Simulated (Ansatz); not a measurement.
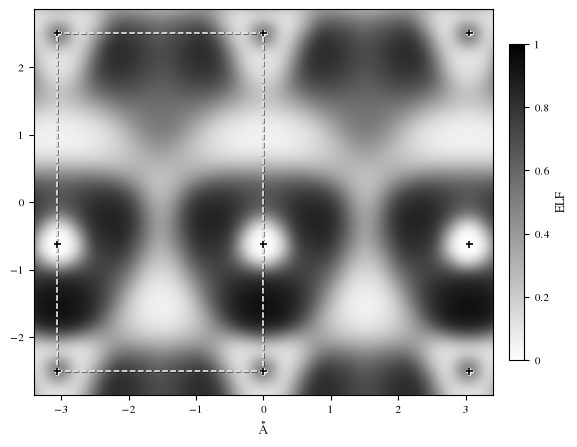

The ELF on a plane through atoms (crosses mark nuclei in the plane).

The calculation used DFT LDA, scalar-relativistic, plane waves, PAW (Ansatz).

Candidates:
A. SiC, a = 3.06 Å, b = 3.06 Å, c = 5.02 Å, α = 90.00°, β = 90.00°, γ = 120.00°. Space group P6₃mc.
B. Ge12H5 (slab), a = 8.15 Å, b = 8.15 Å, c = 26.53 Å, α = 90.00°, β = 90.00°, γ = 90.00°. 

Question: Which system is this?

Answer: Candidate A: SiC on the (010) plane of the conventional cell, which holds Si and C. Si–C (1.89 Å): the ELF peaks at about 0.95 between the atoms (a shared electron pair).
